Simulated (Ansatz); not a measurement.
Hf₁₇O₃₂ (cell charge +1, with a compensating background) (cell with a defect)

Input file:

```
crystal:
  lattice:
    - [-4.8301248092, 4.8301248092, 6.4194329052]
    - [4.8301248092, 4.8301248092, -6.4194329052]
    - [-4.8301248092, -4.8301248092, -6.4194329052]
  atoms:
    - { symbol: Hf, position: [0.0243429339, 0.2635212501, 0.2528584597] }
    - { symbol: Hf, position: [-0.0589984399, -0.0329087211, -0.0217811384] }
    - { symbol: Hf, position: [0.4756570661, 0.7285155258, 0.2391783162] }
    - { symbol: Hf, position: [0.5589984399, 0.5372173014, 0.0260897187] }
    - { symbol: Hf, position: [0.4892772078, 0.2435522821, 0.7454845946] }
    - { symbol: Hf, position: [0.5233410866, 0.006087714, 0.5163267494] }
    - { symbol: Hf, position: [0.0107227922, 0.7562073869, 0.7542750743] }
    - { symbol: Hf, position: [-0.0233410866, 0.4929856628, 0.4827466274] }
    - { symbol: Hf, position: [0.4980676875, 0.3795154054, 0.3687926131] }
    - { symbol: Hf, position: [0.5111275827, 0.0989102813, 0.1579087211] }
    - { symbol: Hf, position: [0.0106627904, 0.8721415403, 0.3964844742] }
    - { symbol: Hf, position: [0.0102390354, 0.6422533726, 0.118912286] }
    - { symbol: Hf, position: [0.0019323125, 0.3707249257, 0.8814477179] }
    - { symbol: Hf, position: [-0.0111275827, 0.1467811384, 0.5877826986] }
    - { symbol: Hf, position: [0.4893372096, 0.8858216838, 0.8614787499] }
    - { symbol: Hf, position: [0.4897609646, 0.6086732506, 0.6320143372] }
    - { symbol: O, position: [0.8010118098, 0.5446850337, 0.5240247675] }
    - { symbol: O, position: [0.8107729197, 0.2544196106, 0.2820635395] }
    - { symbol: O, position: [0.3121123645, 0.0115308319, 0.5367526243] }
    - { symbol: O, position: [0.309946849, 0.796889081, 0.2805927723] }
    - { symbol: O, position: [0.3107234531, 0.4826907741, 0.0254286426] }
    - { symbol: O, position: [0.3090386754, 0.3077753536, 0.7686819762], spin: 0.2 }
    - { symbol: O, position: [0.7944899797, 0.0504329622, 0.0264329959] }
    - { symbol: O, position: [0.7952082103, 0.7532454213, 0.7681116606] }
    - { symbol: O, position: [0.4793397338, 0.381326776, 0.5803149663] }
    - { symbol: O, position: [0.5148662393, 0.166962789, 0.3717545787] }
    - { symbol: O, position: [0.0427378685, 0.953032679, 0.6423092259] }
    - { symbol: O, position: [-0.0162963088, 0.638057768, 0.328110919] }
    - { symbol: O, position: [0.0252217925, 0.4255815327, 0.1134691681] }
    - { symbol: O, position: [-0.0390933774, 0.1262633219, 0.8172246464], spin: 0.2 }
    - { symbol: O, position: [0.4760000337, 0.8690570175, 0.0745670378] }
    - { symbol: O, position: [0.5276439289, 0.6813533091, 0.8705803894] }
    - { symbol: O, position: [0.4747782075, 0.5882473757, 0.4003597402] }
    - { symbol: O, position: [0.5390933774, 0.3563180238, 0.1653566992], spin: 0.2 }
    - { symbol: O, position: [0.0239999663, 0.0985670041, 0.3930569838] }
    - { symbol: O, position: [-0.0276439289, 0.8429364605, 0.1537093802] }
    - { symbol: O, position: [0.0206602662, 0.6009752325, 0.9019870423] }
    - { symbol: O, position: [-0.0148662393, 0.3568883394, 0.6520965496] }
    - { symbol: O, position: [0.4572621315, 0.0995713574, 0.9102948105] }
    - { symbol: O, position: [0.5162963088, 0.8444072277, 0.6543540767] }
    - { symbol: O, position: [0.1892765469, 0.2147051895, 0.171967321] }
    - { symbol: O, position: [0.1909613246, 0.9596433008, 0.9987366781], spin: 0.2 }
    - { symbol: O, position: [0.7055100203, 0.7319430162, 0.2559429825] }
    - { symbol: O, position: [0.7047917897, 0.4729034504, 0.958037211] }
    - { symbol: O, position: [0.6989881902, 0.2230129577, 0.743673224] }
    - { symbol: O, position: [0.6892270803, 0.9712906198, 0.4436466909] }
    - { symbol: O, position: [0.1878876355, 0.7246402598, 0.6994184673] }
    - { symbol: O, position: [0.190053151, 0.4706459233, 0.486942232] }
    - { symbol: Hf, position: [0.25, 0.1875, 0.9375], spin: 0.2 }
  host:
    lattice:
      - [4.8301248092, 0.0, 0.0]
      - [0.0, 4.8301248092, 0.0]
      - [0.0, 0.0, 3.2097164526]
    atoms:
      - { symbol: Hf, position: [0.0, 0.0, 0.0] }
      - { symbol: Hf, position: [0.5, 0.5, 0.5] }
      - { symbol: O, position: [0.1949699031, 0.8050300969, 0.5] }
      - { symbol: O, position: [0.3050300969, 0.3050300969, 0.0] }
      - { symbol: O, position: [0.6949699031, 0.6949699031, 0.0] }
      - { symbol: O, position: [0.8050300969, 0.1949699031, 0.5] }
total_charge: 1
basis:
  ecutwfc: 420
  xc_grid: 2
kpoints:
  mp_grid: { grid: [2, 2, 2], shift: [0.5, 0.5, 0.5] }
hamiltonian:
  xc: pbesol
scf:
  occupations: { method: gaussian, width: 0.01 }
output:
  forces: true
  stress: false
  eigenvalues: true
  populations: true
  charged_corrections:
    defect_position: [0.25, 0.1875, 0.9375]
    epsilon: [[27.3137, 0.0, 0.0], [0.0, 27.3137, 0.0], [0.0, 0.0, 31.2391]]
  write_density: true
  write_potential: true
  elf: true
  volumetric_format: npy
magnetization:
  spin_polarized: true
relax:
  adjacent_minimum: "off"
  f_tol: 0.025
  max_steps: 45
```

Run with:

```sh
ansatz run input.yaml --threads 4 --pin off --max-ram 10240MiB --backend cpu --events-out ev --progress --plain --runs-dir out
```

The fields are those of the relaxed geometry.

Spin-polarised.

All numbers below come from Ansatz, DFT PBEsol, scalar-relativistic, plane waves, PAW.

**What will maps of the valence pseudo-density and electron localisation function show?**

Hf–O (2.06 Å): the density is about 0.81 e/Å³ at the midpoint; the ELF peaks at about 0.85 in the valence shell of O, 0.6 Å from its nucleus, and drops to about 0.20 between the two atoms: no shared electron pair shows on this line.
Hf–O (2.06 Å): the density is about 0.81 e/Å³ at the midpoint; the ELF peaks at about 0.85 in the valence shell of O, 0.6 Å from its nucleus, and drops to about 0.20 between the two atoms; no localised pair shows between them.
Hf–O (2.15 Å): ρ is about 0.64 e/Å³ halfway; the ELF peaks at about 0.85 in the valence shell of O, 0.6 Å from its nucleus, and drops to about 0.15 between the two atoms: no shared electron pair shows on this line.
Hf–O (2.20 Å): the density is about 0.55 e/Å³ at the midpoint; the ELF peaks at about 0.80 in the valence shell of O, 0.6 Å from its nucleus, and drops to about 0.15 between the two atoms (no shared electron pair shows on this line).

**Does the calculation make it a metal, or give it a gap?**

It is metallic or semimetallic at this level of theory: no gap opens.

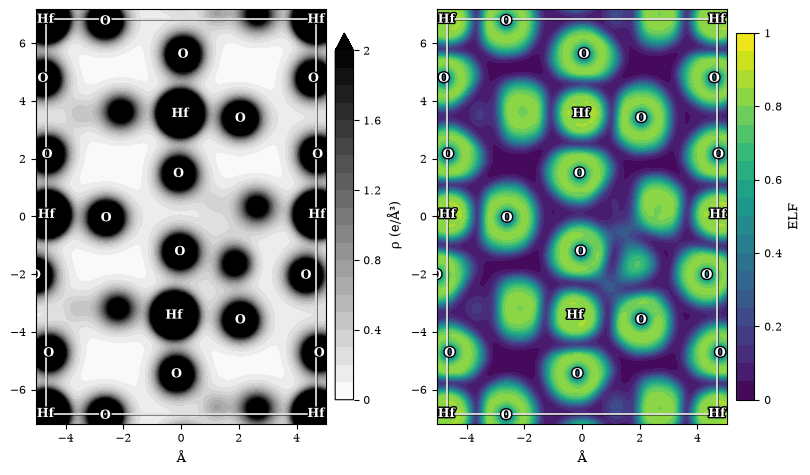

Computed valence pseudo-density and electron localisation function on the (011) plane of the calculation cell, in this order. Atoms just off the plane (Hf, 0.7 Å away and O, 0.5 Å away) can leave unmarked features too.

The density is the valence pseudo-density of a PAW calculation; it isn't the true density close to the nuclei.
